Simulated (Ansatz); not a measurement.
## Si: geometry relaxation (part 2 of 2)

Continued. System: Si (6 atoms in the cell). Method: DFT PBE, scalar-relativistic, plane waves, PAW, no spin polarisation (Ansatz 0.2.0); cutoff 420 eV, 12×12×6 k-mesh, Gaussian smearing of 0.1 eV. The structure was made by a generator, so it may or may not be a known phase.

Geometry of the input (Å; fractional positions):
```
4.2308  0.0000  0.0000
-2.1154  3.6639  0.0000
0.0000  0.0000  6.7893
Si 0.1662  0.8338  0.8333
Si 0.1662  0.3324  0.5000
Si 0.6676  0.8338  0.1667
Si 0.8338  0.1662  0.8333
Si 0.8338  0.6676  0.5000
Si 0.3324  0.1662  0.1667
```

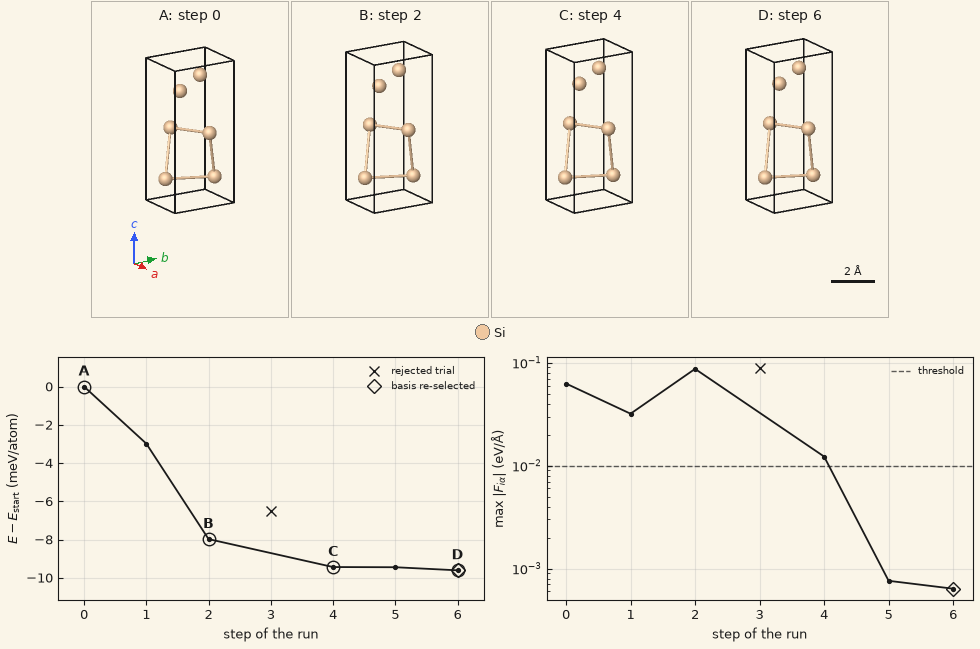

**Figure 1.** Frames of the relaxation (ball-and-stick view of the cell of the calculation, seen slightly off an axis) above the curves, on which the letters mark them (the first geometry is step 0 here and step 1 in the log).

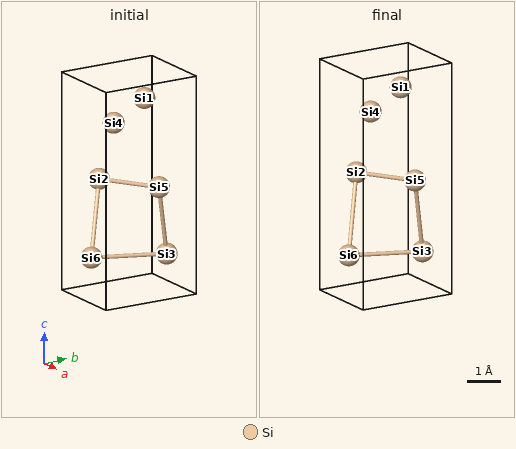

**Figure 2.** Before (left) and after (right) the relaxation, at one scale (ball-and-stick view of the cell of the calculation, seen slightly off an axis). The energy falls by 9.4 meV per atom in 5 geometry steps. The largest force component goes from 0.063 to 0.00064 eV/Å. The pressure goes from 0.10 to 0.02 GPa. The line search rejected the trial step at point 3 (counted from 0) and went back. The atoms keep their places relative to the cell (all moves are under 0.005 Å). The volume changes by +1.7 %, with a = b 4.231 → 4.145 Å (−2.0 %), c 6.789 → 7.197 Å (+6.0 %). Among the contacts that change: Si1–Si5 2.570 → 2.680 Å, Si1–Si4 2.446 → 2.395 Å. The space group stays P6_222 (No. 180). A last SCF at the same geometry on a re-selected plane-wave basis shifts the energy by −0.2 meV per atom. (Atoms are counted from 1 in the order of the input.)

```
basis re-selected at this cell: Δ(F+E_penalty+E_count) = -9.688e-4 eV, ΔP = +0.014 GPa vs the last step (what re-selecting the basis moved, of the pressure what is left beyond the Pulay correction that the steps carried, after the strain that the cell walked since its last selection, with what the two solves' SCF thresholds leave and, on support functions, any second-order correction that the steps lacked; it is no measure of the basis error at this ecutwfc). The dense FFT grid was sized anew with the basis: this SCF ran on 30×30×50 points, the steps before it on 30×30×48, so part of this shift can come from that change (see relax.cell in the input reference). This SCF's stress stands 4.20e-2 GPa from its target on what of the cell is left free (relax.cell.stress_tol is 5.00e-2 GPa) and its largest allowed force component is 6.37e-4 eV/Å (relax.f_tol is 1.00e-2 eV/Å): within both
SCF converged after 5 iterations
Free energy (F): -3811.881315 eV
Harris-Foulkes:  -3811.881315 eV  (|F-HF|=0.00e0)
Internal energy: -3811.872561 eV  (E = F + TS)
E sigma→0 (E₀):  -3811.876938 eV
Entropy (-TS):   -0.008754 eV (-1.459 meV/atom)
Fermi energy:    7.855496 eV
--- Per-component energies (eV) ---
  E_band       = 58.819900
  E_kinetic    = 240.282387
  E_local      = -95.244395  (includes V_loc(G=0)·N_el)
  E_nonlocal   = 154.275423
  E_hartree    = 26.641115
  E_xc         = -331.638229
  E_vxc        = -281.055305  (∫ρ·V_xc dr)
  E_paw        = -3074.372399  (= ΣΔE_a)
  E_vpaw       = -12.720465  (= ΣTr[D̂ρ^β])
  E_aug_tail   = 0.000041  (compensation charges beyond the density's cutoff)
  E_ewald      = -731.816503
  E_smearing   = -0.008754  (= −TS)
  E_closure    = 0.000000  (closes the sum)
  Σ components = -3811.881315   (vs F -3811.881315, Δ=0.00e0)
--- Forces (eV/Å), atoms counted from 1 ---
  atom   1  Si    -0.00055191     0.00031865    -0.00000000
  atom   2  Si    -0.00000000    -0.00063729     0.00000000
  atom   3  Si     0.00055191     0.00031865     0.00000000
  atom   4  Si     0.00055191    -0.00031865    -0.00000000
  atom   5  Si    -0.00000000     0.00063729     0.00000000
  atom   6  Si    -0.00055191    -0.00031865     0.00000000
  max |Σ_I F_I| component: 9.43e-17 eV/Å
--- Stress (GPa, compression-positive) ---
        0.004554      -0.000000       0.000000
       -0.000000       0.004554       0.000000
        0.000000       0.000000       0.042045
  P = ⅓ Tr σ = 0.0171 GPa (0.171 kbar)
--- Band table (eV; the first three rows and the last of 76) ---
  k-point 0: bands = ["-5.1713", "-2.5515", "-2.5515", "4.2380", "4.9111", "4.9111", "5.2794", "5.2794", "5.6231", "5.6231", "6.6486", "6.8797", "6.8797", "7.3708", "8.1881", "9.2730", "9.2730", "9.6087"]
  k-point 1: bands = ["-5.0970", "-3.3375", "-1.6521", "3.6931", "4.2892", "5.0340", "5.1171", "5.5497", "5.7845", "5.9711", "6.5799", "7.1241", "7.2427", "7.3124", "8.0848", "8.7012", "9.4403", "10.0397"]
  k-point 2: bands = ["-4.8745", "-3.9913", "-0.7044", "2.4260", "4.4365", "4.8895", "5.0929", "5.5331", "6.0495", "6.0798", "6.4093", "6.8562", "7.3719", "8.1575", "8.3054", "8.7348", "8.9196", "10.9471"]
  k-point 75: bands = ["-1.8901", "-1.8901", "-1.6967", "-0.3224", "-0.3224", "1.2067", "3.6962", "4.2760", "4.2760", "4.4606", "6.2528", "6.2528", "10.5661", "10.5770", "10.5770", "10.8946", "11.4459", "11.4459"]
--- Relaxed structure (6 steps of the walk, 5 accepted, 1 SCFs on fresh bases) ---
  F+E_penalty+E_count = -3811.88131505 eV   max|allowed force component| = 6.373e-4 eV/Å   (the final SCF, on the basis selected at the relaxed cell)
  cell:  # Å, volume = 107.0799 Å³
    - [4.144793689058364, -3.497651997046965e-32, 2.9453911554079705e-32]
    - [-2.072396844529182, 3.5894966281699636, -1.4527675811050375e-32]
    - [5.926742439271538e-32, 5.058963951278509e-32, 7.1973333360414165]
  atoms:
    - { symbol: Si, position: [0.1664087518553164, 0.8335912481446837, 0.8333333333333334] }
    - { symbol: Si, position: [0.16640875185531637, 0.33281750371063273, 0.5] }
    - { symbol: Si, position: [0.6671824962893673, 0.8335912481446837, 0.16666666666666669] }
    - { symbol: Si, position: [0.8335912481446838, 0.16640875185531637, 0.8333333333333334] }
    - { symbol: Si, position: [0.8335912481446835, 0.6671824962893671, 0.5] }
    - { symbol: Si, position: [0.33281750371063284, 0.16640875185531637, 0.16666666666666669] }
```

### Trajectory as extended XYZ (Å, eV, eV/Å), 7 frames, from step=1 to step=7
```
6
Lattice="4.2308 0.0000 0.0000 -2.1154 3.6639 0.0000 0.0000 0.0000 6.7893" Properties=species:S:1:pos:R:3:forces:R:3 step=1 energy=-3811.82366 pressure_GPa=0.10
Si   -1.0605    3.0549    5.6578    0.0544  -0.0314   0.0000
Si    0.0000    1.2181    3.3947    0.0000   0.0628   0.0000
Si    1.0605    3.0549    1.1316   -0.0544  -0.0314   0.0000
Si    3.1759    0.6090    5.6578   -0.0544   0.0314   0.0000
Si    2.1154    2.4459    3.3947    0.0000  -0.0628   0.0000
Si    1.0549    0.6090    1.1316    0.0544   0.0314   0.0000
6
Lattice="4.2162 0.0000 0.0000 -2.1081 3.6513 0.0000 0.0000 0.0000 6.8672" Properties=species:S:1:pos:R:3:forces:R:3 step=2 energy=-3811.84156 pressure_GPa=-0.06
Si   -1.0560    3.0439    5.7226    0.0277  -0.0160   0.0000
Si    0.0000    1.2149    3.4336    0.0000   0.0320   0.0000
Si    1.0560    3.0439    1.1445   -0.0277  -0.0160   0.0000
Si    3.1641    0.6075    5.7226   -0.0277   0.0160   0.0000
Si    2.1081    2.4364    3.4336    0.0000  -0.0320   0.0000
Si    1.0522    0.6075    1.1445    0.0277   0.0160   0.0000
6
Lattice="4.1484 0.0000 0.0000 -2.0742 3.5927 0.0000 0.0000 0.0000 7.0681" Properties=species:S:1:pos:R:3:forces:R:3 step=3 energy=-3811.87152 pressure_GPa=1.06
Si   -1.0415    2.9964    5.8901    0.0755  -0.0436   0.0000
Si    0.0000    1.1925    3.5340    0.0000   0.0872   0.0000
Si    1.0415    2.9964    1.1780   -0.0755  -0.0436   0.0000
Si    3.1157    0.5962    5.8901   -0.0755   0.0436   0.0000
Si    2.0742    2.4002    3.5340    0.0000  -0.0872   0.0000
Si    1.0327    0.5962    1.1780    0.0755   0.0436   0.0000
6
Lattice="4.1371 0.0000 0.0000 -2.0685 3.5828 0.0000 0.0000 0.0000 7.3850" Properties=species:S:1:pos:R:3:forces:R:3 step=4 energy=-3811.86280 pressure_GPa=-1.25 accepted=F
Si   -1.0335    2.9852    6.1542   -0.0767   0.0443   0.0000
Si    0.0000    1.1952    3.6925    0.0000  -0.0885   0.0000
Si    1.0335    2.9852    1.2308    0.0767   0.0443   0.0000
Si    3.1020    0.5976    6.1542    0.0767  -0.0443   0.0000
Si    2.0685    2.3876    3.6925    0.0000   0.0885   0.0000
Si    1.0351    0.5976    1.2308   -0.0767  -0.0443   0.0000
6
Lattice="4.1471 0.0000 0.0000 -2.0735 3.5915 0.0000 0.0000 0.0000 7.1926" Properties=species:S:1:pos:R:3:forces:R:3 step=5 energy=-3811.88029 pressure_GPa=-0.06
Si   -1.0378    2.9935    5.9939   -0.0106   0.0061   0.0000
Si    0.0000    1.1959    3.5963    0.0000  -0.0123   0.0000
Si    1.0378    2.9935    1.1988    0.0106   0.0061   0.0000
Si    3.1114    0.5980    5.9939    0.0106  -0.0061   0.0000
Si    2.0735    2.3955    3.5963    0.0000   0.0123   0.0000
Si    1.0357    0.5980    1.1988   -0.0106  -0.0061   0.0000
6
Lattice="4.1448 0.0000 0.0000 -2.0724 3.5895 0.0000 0.0000 0.0000 7.1973" Properties=species:S:1:pos:R:3:forces:R:3 step=6 energy=-3811.88035 pressure_GPa=0.00
Si   -1.0378    2.9922    5.9978   -0.0007   0.0004   0.0000
Si    0.0000    1.1946    3.5987    0.0000  -0.0008   0.0000
Si    1.0378    2.9922    1.1996    0.0007   0.0004   0.0000
Si    3.1102    0.5973    5.9978    0.0007  -0.0004   0.0000
Si    2.0724    2.3948    3.5987    0.0000   0.0008   0.0000
Si    1.0346    0.5973    1.1996   -0.0007  -0.0004   0.0000
6
Lattice="4.1448 0.0000 0.0000 -2.0724 3.5895 0.0000 0.0000 0.0000 7.1973" Properties=species:S:1:pos:R:3:forces:R:3 step=7 energy=-3811.88132 pressure_GPa=0.02
Si   -1.0378    2.9922    5.9978   -0.0006   0.0003   0.0000
Si    0.0000    1.1946    3.5987    0.0000  -0.0006   0.0000
Si    1.0378    2.9922    1.1996    0.0006   0.0003   0.0000
Si    3.1102    0.5973    5.9978    0.0006  -0.0003   0.0000
Si    2.0724    2.3948    3.5987    0.0000   0.0006   0.0000
Si    1.0346    0.5973    1.1996   -0.0006  -0.0003   0.0000
```

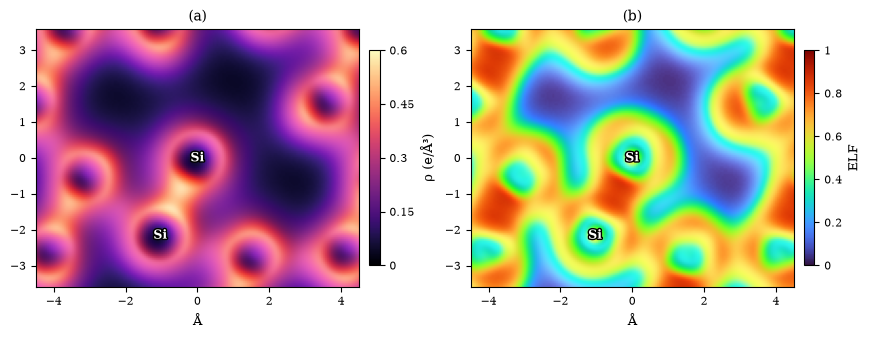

**Figure 3.** (a) valence pseudo-density; (b) ELF on the (111) plane of the conventional cell. Atoms in the plane: Si. Si–Si (2.39 Å): ρ is about 0.5 e/Å³ halfway, a local maximum along the line; the ELF peaks at about 0.90 between the atoms, which marks a covalent bond. Away from the nuclei the density in this plane falls to 0.03 e/Å³ at its lowest. In a PAW calculation such maps are meaningful between the atoms, not at the nuclei.

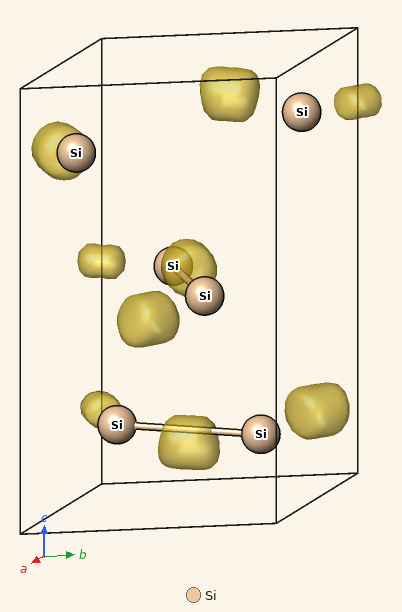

**Figure 4.** Isosurface of the electron localisation function at 0.85 (yellow), seen slightly off an axis. Only the valence region is drawn (cores and ρ < 0.01 e/Å³ removed). Sticks mark near contacts. The outline is the cell set on symmetry axes.

### Results in brief

| quantity | value |
| --- | --- |
| outcome | converged |
| space group (tolerance 0.01 Å) | P6₂22 (180) |
| electrons treated | 24 |
| free energy | −3811.8813 eV |
| Fermi energy | 7.855 eV |
| gap on the k-point mesh | none (metallic) |
| pressure | 0.02 GPa |
| final volume | 107.08 Å³ |
| largest force (length of the vector) at the end | 0.001 eV/Å |
| final cell | a = 4.145 Å, b = 4.145 Å, c = 7.197 Å, α = 90.00°, β = 90.00°, γ = 120.00° |
| wall time | 2.1 min |
| peak memory | 0.41 GiB |
